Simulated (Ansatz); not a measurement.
**Geometry relaxation, with input and output: TaN (part 2 of 2)**

TaN (P6/mmm, 6 atoms in the cell); DFT PBEsol, scalar-relativistic, plane waves, PAW, no spin polarisation (Ansatz 0.2.0); cutoff 420 eV, 12×12×12 k-mesh, Gaussian smearing of 0.1 eV. The structure derives from an entry of the Crystallography Open Database.

Geometry of the input (Å; fractional positions):
```
5.1850  0.0000  0.0000
-2.5925  4.4903  0.0000
0.0000  0.0000  2.9080
Ta 0.0000  0.0000  0.0000
Ta 0.3333  0.6667  0.5000
Ta 0.6667  0.3333  0.5000
N  0.5000  0.0000  0.0000
N  0.5000  0.5000  0.0000
N  0.0000  0.5000  0.0000
```

```
basis re-selected at this cell: Δ(F+E_penalty+E_count) = -1.653e-5 eV, ΔP = +0.000 GPa vs the last step (what re-selecting the basis moved, of the pressure what is left beyond the Pulay correction that the steps carried, after the strain that the cell walked since its last selection, with what the two solves' SCF thresholds leave and, on support functions, any second-order correction that the steps lacked; it is no measure of the basis error at this ecutwfc). This SCF's stress stands 1.27e-3 GPa from its target on what of the cell is left free (relax.cell.stress_tol is 5.00e-2 GPa) and its largest allowed force component is 1.14e-16 eV/Å (relax.f_tol is 5.00e-3 eV/Å): within both
SCF converged after 4 iterations
Free energy (F): -30560.264077 eV
Harris-Foulkes:  -30560.264077 eV  (|F-HF|=1.82e-11)
Internal energy: -30560.260822 eV  (E = F + TS)
E sigma→0 (E₀):  -30560.262450 eV
Entropy (-TS):   -0.003255 eV (-0.543 meV/atom)
Fermi energy:    19.408144 eV
--- Per-component energies (eV) ---
  E_band       = -226.516496
  E_kinetic    = 1496.886194
  E_local      = -2083.025430  (includes V_loc(G=0)·N_el)
  E_nonlocal   = 188.727232
  E_hartree    = 709.311902
  E_xc         = -832.411415
  E_vxc        = -843.303145  (∫ρ·V_xc dr)
  E_paw        = -25185.933586  (= ΣΔE_a)
  E_vpaw       = -404.425837  (= ΣTr[D̂ρ^β])
  E_aug_tail   = 0.000874  (compensation charges beyond the density's cutoff)
  E_ewald      = -4854.541829
  E_core_change = 0.725236  (= ΣΔE_core)
  E_smearing   = -0.003255  (= −TS)
  E_closure    = -0.000000  (closes the sum)
  Σ components = -30560.264077   (vs F -30560.264077, Δ=0.00e0)
--- Forces (eV/Å), atoms counted from 1 ---
  atom   1  Ta    -0.00000000     0.00000000     0.00000000
  atom   2  Ta     0.00000000    -0.00000000     0.00000000
  atom   3  Ta     0.00000000     0.00000000    -0.00000000
  atom   4  N      0.00000000     0.00000000    -0.00000000
  atom   5  N      0.00000000     0.00000000     0.00000000
  atom   6  N      0.00000000     0.00000000     0.00000000
  max |Σ_I F_I| component: 9.25e-18 eV/Å
--- Stress (GPa, compression-positive) ---
        0.001272       0.000000       0.000000
        0.000000       0.001272      -0.000000
        0.000000      -0.000000       0.000592
  P = ⅓ Tr σ = 0.0010 GPa (0.010 kbar)
--- Band table (eV; the first three rows and the last of 133) ---
  k-point 0: bands = ["-49.7850", "-49.7384", "-49.4487", "-16.7061", "-16.7061", "-16.3220", "-16.3220", "-16.1020", "-15.9942", "-15.9942", "-15.9666", "-15.2268", "1.0054", "4.2540", "4.2540", "9.0955", "12.1796", "12.1796", "13.2328", "13.2328", "13.8049", "16.2362", "16.3428", "16.3428", "16.8655", "17.2621", "18.1018", "18.1018", "20.2167", "20.2167", "20.5241", "21.5450", "21.5450"]
  k-point 1: bands = ["-49.7817", "-49.7352", "-49.4461", "-16.6954", "-16.6954", "-16.3110", "-16.3110", "-16.1708", "-16.0282", "-15.9927", "-15.9927", "-15.2732", "1.1648", "4.1798", "4.1798", "9.3541", "12.1874", "12.1874", "13.1713", "13.1713", "13.7702", "15.9379", "15.9379", "16.1637", "16.9011", "17.5756", "18.2617", "18.2617", "20.3256", "20.3256", "20.6029", "21.6779", "21.6779"]
  k-point 2: bands = ["-49.7727", "-49.7265", "-49.4391", "-16.6660", "-16.6660", "-16.3546", "-16.2800", "-16.2800", "-16.1934", "-15.9895", "-15.9895", "-15.3984", "1.6118", "3.9783", "3.9783", "10.0867", "12.1629", "12.1629", "13.0429", "13.0429", "13.3740", "15.2341", "15.2341", "16.4343", "17.0000", "18.4096", "18.6672", "18.6672", "19.6842", "19.6842", "20.8266", "22.0203", "22.0203"]
  k-point 132: bands = ["-49.7133", "-49.7133", "-49.4103", "-16.9527", "-16.9527", "-16.5987", "-16.3366", "-16.3366", "-16.0837", "-15.9911", "-15.9911", "-15.8682", "3.0817", "3.6123", "3.6123", "11.4522", "11.4522", "12.3887", "12.3887", "12.6973", "12.7168", "13.0886", "15.7000", "15.7000", "16.9215", "16.9215", "17.5750", "21.9552", "21.9552", "22.0362", "22.0362", "22.0429", "23.1886"]
--- Relaxed structure (5 steps of the walk, 5 accepted, 2 SCFs on fresh bases) ---
  F+E_penalty+E_count = -30560.26407731 eV   max|allowed force component| = 1.145e-16 eV/Å   (the final SCF, on the basis selected at the relaxed cell)
  cell:  # Å, volume = 68.1274 Å³
    - [5.205089412992638, -1.3067136719206488e-33, 0.0]
    - [-2.602544706496319, 4.507739660621057, -3.536397610486646e-35]
    - [0.0, -2.2902145029876925e-35, 2.903587394391644]
  atoms:
    - { symbol: Ta, position: [4.816812469621851e-35, 1.1801985985902362e-34, -1.0972717861962713e-34] }
    - { symbol: Ta, position: [0.33333333333333326, 0.6666666666666666, 0.5] }
    - { symbol: Ta, position: [0.6666666666666667, 0.33333333333333326, 0.5] }
    - { symbol: N, position: [0.5, -1.5656942280655745e-35, 3.1817216801257387e-35] }
    - { symbol: N, position: [0.5, 0.5, 2.168457407064804e-35] }
    - { symbol: N, position: [5.2184692211818855e-71, 0.5, 2.6632321957190264e-35] }
```

Trajectory as extended XYZ (Å, eV, eV/Å), 7 frames, from step=1 to step=7:
```
6
Lattice="5.1850 0.0000 0.0000 -2.5925 4.4903 0.0000 0.0000 0.0000 2.9080" Properties=species:S:1:pos:R:3:forces:R:3 step=1 energy=-30560.26070 pressure_GPa=1.57
Ta    0.0000    0.0000    0.0000    0.0000   0.0000   0.0000
Ta    0.0000    2.9936    1.4540    0.0000   0.0000   0.0000
Ta    2.5925    1.4968    1.4540    0.0000   0.0000   0.0000
N     2.5925    0.0000    0.0000    0.0000   0.0000   0.0000
N     1.2962    2.2452    0.0000    0.0000   0.0000   0.0000
N    -1.2962    2.2452    0.0000    0.0000   0.0000   0.0000
6
Lattice="5.2223 0.0000 0.0000 -2.6112 4.5227 0.0000 0.0000 0.0000 2.8960" Properties=species:S:1:pos:R:3:forces:R:3 step=2 energy=-30560.25921 pressure_GPa=-0.83
Ta    0.0000    0.0000    0.0000    0.0000   0.0000   0.0000
Ta    0.0000    3.0151    1.4480    0.0000   0.0000   0.0000
Ta    2.6112    1.5075    1.4480    0.0000   0.0000   0.0000
N     2.6112    0.0000    0.0000    0.0000   0.0000   0.0000
N     1.3056    2.2613    0.0000    0.0000   0.0000   0.0000
N    -1.3056    2.2613    0.0000    0.0000   0.0000   0.0000
6
Lattice="5.2048 0.0000 0.0000 -2.6024 4.5075 0.0000 0.0000 0.0000 2.9031" Properties=species:S:1:pos:R:3:forces:R:3 step=3 energy=-30560.26275 pressure_GPa=0.07
Ta    0.0000    0.0000    0.0000    0.0000   0.0000   0.0000
Ta    0.0000    3.0050    1.4516    0.0000   0.0000   0.0000
Ta    2.6024    1.5025    1.4516    0.0000   0.0000   0.0000
N     2.6024    0.0000    0.0000    0.0000   0.0000   0.0000
N     1.3012    2.2537    0.0000    0.0000   0.0000   0.0000
N    -1.3012    2.2537    0.0000    0.0000   0.0000   0.0000
6
Lattice="5.2047 0.0000 0.0000 -2.6023 4.5074 0.0000 0.0000 0.0000 2.9036" Properties=species:S:1:pos:R:3:forces:R:3 step=4 energy=-30560.26274 pressure_GPa=0.02
Ta    0.0000    0.0000    0.0000    0.0000   0.0000   0.0000
Ta    0.0000    3.0049    1.4518    0.0000   0.0000   0.0000
Ta    2.6023    1.5025    1.4518    0.0000   0.0000   0.0000
N     2.6023    0.0000    0.0000    0.0000   0.0000   0.0000
N     1.3012    2.2537    0.0000    0.0000   0.0000   0.0000
N    -1.3012    2.2537    0.0000    0.0000   0.0000   0.0000
6
Lattice="5.2047 0.0000 0.0000 -2.6023 4.5074 0.0000 0.0000 0.0000 2.9036" Properties=species:S:1:pos:R:3:forces:R:3 step=5 energy=-30560.26409 pressure_GPa=0.05
Ta    0.0000    0.0000    0.0000    0.0000   0.0000   0.0000
Ta    0.0000    3.0049    1.4518    0.0000   0.0000   0.0000
Ta    2.6023    1.5025    1.4518    0.0000   0.0000   0.0000
N     2.6023    0.0000    0.0000    0.0000   0.0000   0.0000
N     1.3012    2.2537    0.0000    0.0000   0.0000   0.0000
N    -1.3012    2.2537    0.0000    0.0000   0.0000   0.0000
6
Lattice="5.2051 0.0000 0.0000 -2.6025 4.5077 0.0000 0.0000 0.0000 2.9036" Properties=species:S:1:pos:R:3:forces:R:3 step=6 energy=-30560.26406 pressure_GPa=0.00
Ta    0.0000    0.0000    0.0000    0.0000   0.0000   0.0000
Ta    0.0000    3.0052    1.4518    0.0000   0.0000   0.0000
Ta    2.6025    1.5026    1.4518    0.0000   0.0000   0.0000
N     2.6025    0.0000    0.0000    0.0000   0.0000   0.0000
N     1.3013    2.2539    0.0000    0.0000   0.0000   0.0000
N    -1.3013    2.2539    0.0000    0.0000   0.0000   0.0000
6
Lattice="5.2051 0.0000 0.0000 -2.6025 4.5077 0.0000 0.0000 0.0000 2.9036" Properties=species:S:1:pos:R:3:forces:R:3 step=7 energy=-30560.26408 pressure_GPa=0.00
Ta    0.0000    0.0000    0.0000    0.0000   0.0000   0.0000
Ta    0.0000    3.0052    1.4518    0.0000   0.0000   0.0000
Ta    2.6025    1.5026    1.4518    0.0000   0.0000   0.0000
N     2.6025    0.0000    0.0000    0.0000   0.0000   0.0000
N     1.3013    2.2539    0.0000    0.0000   0.0000   0.0000
N    -1.3013    2.2539    0.0000    0.0000   0.0000   0.0000
```

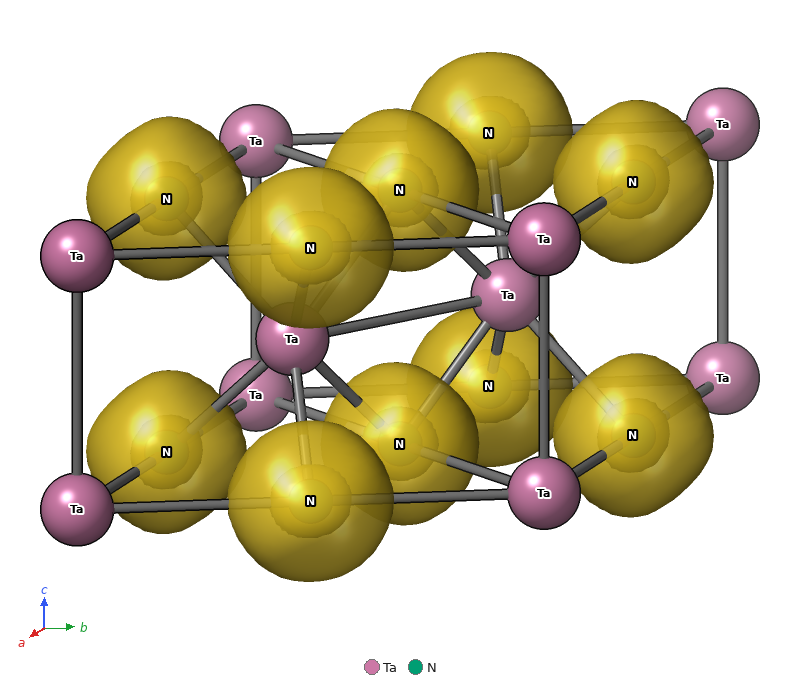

Isosurface of the ELF at 0.65 (yellow), seen slightly off an axis. Core shells and regions of very low density are left out. Sticks mark near contacts. The outline is the cell set on symmetry axes. Along the contacts the grid gives the following. Ta–N (2.09 Å): the ELF is about 0.25 at the midpoint (a polar contact without a shared pair, in a metal). Ta–Ta (2.90 Å): the ELF is about 0.20 at the midpoint (no shared electron pair). Core electrons are frozen (PAW), so the fields are smoothed inside the atomic spheres.

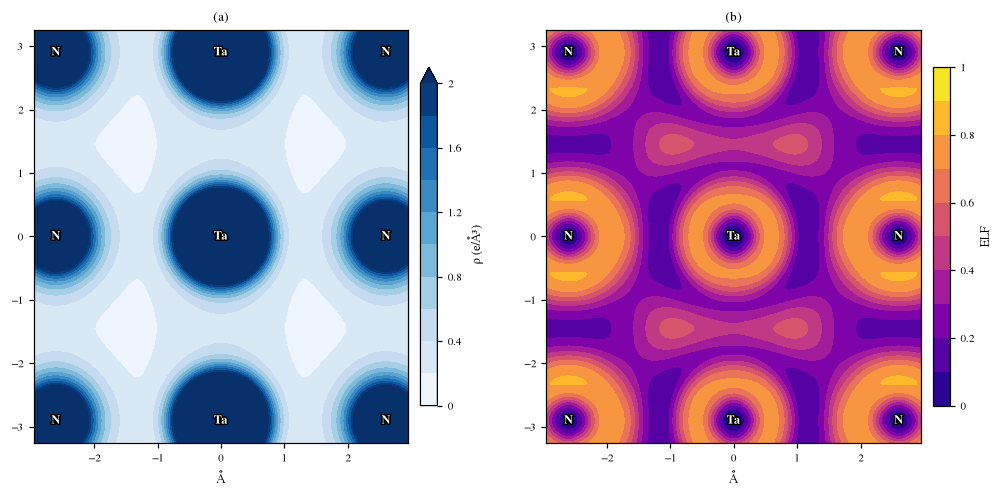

(a) valence pseudo-density; (b) ELF on the (100) plane of the conventional cell. The section cuts through Ta and N sites. Ta–Ta (2.90 Å): ρ at the midpoint is about 0.34 e/Å³; the ELF is about 0.40 at the midpoint; no shared electron pair. Away from the nuclei the density in this plane falls to 0.17 e/Å³ at its lowest. The strong features right at Ta lie inside the PAW spheres (semicore, d or f shells) and say nothing about bonding.

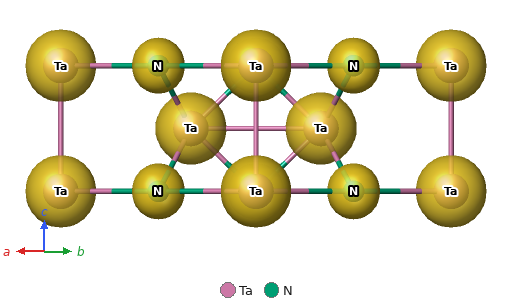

Isosurface of the valence charge density (pseudo) at 1.5 e/Å³ (yellow), seen along [110]. Sticks mark near contacts. The outline is the cell set on symmetry axes. At this value the density breaks into separate islands; it holds about 55 % of the electrons treated as valence (semicore included). It is pinched off along the Ta–N (2.09 Å), Ta–Ta (2.90 Å) and Ta–Ta (3.01 Å) contacts. On the grid the lowest density along these lines, outside the cores, is 0.73 e/Å³ (Ta–N, 2.09 Å), 0.3 e/Å³ (Ta–Ta, 2.90 Å) and 0.26 e/Å³ (Ta–Ta, 3.01 Å).

Key numbers:

```json
{"quantity": "outcome", "value": "converged"}
{"quantity": "space group (tolerance 0.01 Å)", "value": "P6/mmm (191)"}
{"quantity": "electrons treated", "value": "54"}
{"quantity": "free energy", "value": "−30560.2641 eV"}
{"quantity": "Fermi energy", "value": "19.408 eV"}
{"quantity": "gap on the k-point mesh", "value": "none (metallic)"}
{"quantity": "pressure", "value": "0.00 GPa"}
{"quantity": "final volume", "value": "68.13 Å³"}
{"quantity": "largest force (length of the vector) at the end", "value": "under 0.001 eV/Å"}
{"quantity": "final cell", "value": "a = 5.205 Å, b = 5.205 Å, c = 2.904 Å, α = 90.00°, β = 90.00°, γ = 120.00°"}
{"quantity": "hardware", "value": "2 threads of AMD EPYC (Zen 5), 32 GiB of memory available, shared host"}
{"quantity": "wall time", "value": "19 s (CPU time 37 s)"}
{"quantity": "peak memory", "value": "0.56 GiB"}
```

Remarks:

Spin–orbit coupling is left out, which matters for Ta.
